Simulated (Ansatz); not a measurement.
Input

```
crystal:
  lattice:
    - [0.0, 6.0258581757, 6.0258581757]
    - [6.0258581757, 0.0, 6.0258581757]
    - [6.0258581757, 6.0258581757, 0.0]
  atoms:
    - { symbol: Li, position: [0.0, 0.0, 0.0] }
    - { symbol: Li, position: [0.0, 0.0, 0.3333333333] }
    - { symbol: Li, position: [0.0, 0.0, 0.6666666667] }
    - { symbol: Li, position: [0.0, 0.3333333333, 0.0] }
    - { symbol: Li, position: [0.0, 0.3333333333, 0.3333333333] }
    - { symbol: Li, position: [0.0, 0.3333333333, 0.6666666667] }
    - { symbol: Li, position: [0.0, 0.6666666667, 0.0] }
    - { symbol: Li, position: [0.0, 0.6666666667, 0.3333333333] }
    - { symbol: Li, position: [0.0, 0.6666666667, 0.6666666667] }
    - { symbol: Li, position: [0.3333333333, 0.0, 0.0] }
    - { symbol: Li, position: [0.3333333333, 0.0, 0.3333333333] }
    - { symbol: Li, position: [0.3333333333, 0.0, 0.6666666667] }
    - { symbol: Li, position: [0.3333333333, 0.3333333333, 0.0] }
    - { symbol: Li, position: [0.3333333333, 0.3333333333, 0.3333333333] }
    - { symbol: Li, position: [0.3333333333, 0.3333333333, 0.6666666667] }
    - { symbol: Li, position: [0.3333333333, 0.6666666667, 0.0] }
    - { symbol: Li, position: [0.3333333333, 0.6666666667, 0.3333333333] }
    - { symbol: Li, position: [0.3333333333, 0.6666666667, 0.6666666667] }
    - { symbol: Li, position: [0.6666666667, 0.0, 0.0] }
    - { symbol: Li, position: [0.6666666667, 0.0, 0.3333333333] }
    - { symbol: Li, position: [0.6666666667, 0.0, 0.6666666667] }
    - { symbol: Li, position: [0.6666666667, 0.3333333333, 0.0] }
    - { symbol: Li, position: [0.6666666667, 0.3333333333, 0.3333333333] }
    - { symbol: Li, position: [0.6666666667, 0.3333333333, 0.6666666667] }
    - { symbol: Li, position: [0.6666666667, 0.6666666667, 0.0] }
    - { symbol: Li, position: [0.6666666667, 0.6666666667, 0.3333333333] }
    - { symbol: Li, position: [0.6666666667, 0.6666666667, 0.6666666667] }
    - { symbol: F, position: [0.1666666667, 0.1666666667, 0.1666666667] }
    - { symbol: H, position: [0.1666666667, 0.1666666667, 0.5] }
    - { symbol: H, position: [0.1666666667, 0.1666666667, 0.8333333333] }
    - { symbol: H, position: [0.1666666667, 0.5, 0.1666666667] }
    - { symbol: H, position: [0.1666666667, 0.5, 0.5] }
    - { symbol: H, position: [0.1666666667, 0.5, 0.8333333333] }
    - { symbol: H, position: [0.1666666667, 0.8333333333, 0.1666666667] }
    - { symbol: H, position: [0.1666666667, 0.8333333333, 0.5] }
    - { symbol: H, position: [0.1666666667, 0.8333333333, 0.8333333333] }
    - { symbol: H, position: [0.5, 0.1666666667, 0.1666666667] }
    - { symbol: H, position: [0.5, 0.1666666667, 0.5] }
    - { symbol: H, position: [0.5, 0.1666666667, 0.8333333333] }
    - { symbol: H, position: [0.5, 0.5, 0.1666666667] }
    - { symbol: H, position: [0.5, 0.5, 0.5] }
    - { symbol: H, position: [0.5, 0.5, 0.8333333333] }
    - { symbol: H, position: [0.5, 0.8333333333, 0.1666666667] }
    - { symbol: H, position: [0.5, 0.8333333333, 0.5] }
    - { symbol: H, position: [0.5, 0.8333333333, 0.8333333333] }
    - { symbol: H, position: [0.8333333333, 0.1666666667, 0.1666666667] }
    - { symbol: H, position: [0.8333333333, 0.1666666667, 0.5] }
    - { symbol: H, position: [0.8333333333, 0.1666666667, 0.8333333333] }
    - { symbol: H, position: [0.8333333333, 0.5, 0.1666666667] }
    - { symbol: H, position: [0.8333333333, 0.5, 0.5] }
    - { symbol: H, position: [0.8333333333, 0.5, 0.8333333333] }
    - { symbol: H, position: [0.8333333333, 0.8333333333, 0.1666666667] }
    - { symbol: H, position: [0.8333333333, 0.8333333333, 0.5] }
    - { symbol: H, position: [0.8333333333, 0.8333333333, 0.8333333333] }
kpoints:
  mp_grid: { grid: [3, 3, 3] }
scf:
  occupations: { method: fermi_dirac, width: 0.01 }
hamiltonian:
  xc: pbe
  pseudopotentials: { kind: paw }
output:
  forces: true
  stress: true
  populations: true
  efg:
    quadrupole_moments_barn: { Li: -0.0401, H: 0.00285783 }
    contact_densities: true
  write_density: true
  write_potential: true
  elf: true
  volumetric_format: npy
relax:
  f_tol: 0.03
  max_steps: 40
```

Command:

```sh
ansatz run input.yaml --threads 1 --pin off --max-ram 2560MiB --backend cpu --events-out ev --progress --plain --runs-dir out
```

The fields are those of the relaxed geometry.

Method: DFT, PBE, plane-wave PAW, default files, scalar-relativistic (Ansatz).

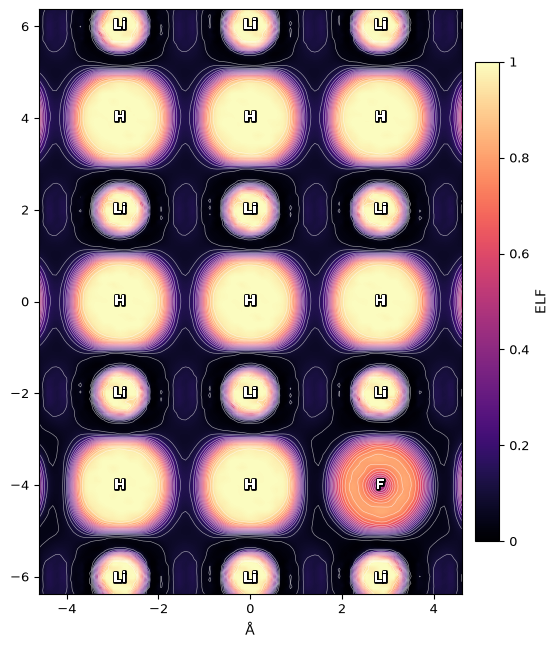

Li₂₇H₂₆F (cell with a defect). Electron localisation function on the (101̄) plane of the calculation cell.

Interpret the plot.

Answer. Atoms in the plane: Li, F and H.
Li–H (2.01 Å): the ELF climbs to about 1 towards the hydrogen.
Li–F (2.01 Å): the ELF peaks at about 0.85 in the valence shell of F, 0.6 Å from its nucleus, and is about 0.40 at the midpoint: a closed-shell, largely ionic contact.
The features right at Li lie inside the PAW spheres, where the map follows smoothed inner orbitals and isn't to be read closely.

Does the calculation give a band gap?

Answer. It is gapped, with a Kohn–Sham gap of 3.5 eV on the k-point mesh, an upper bound to the gap of this method.
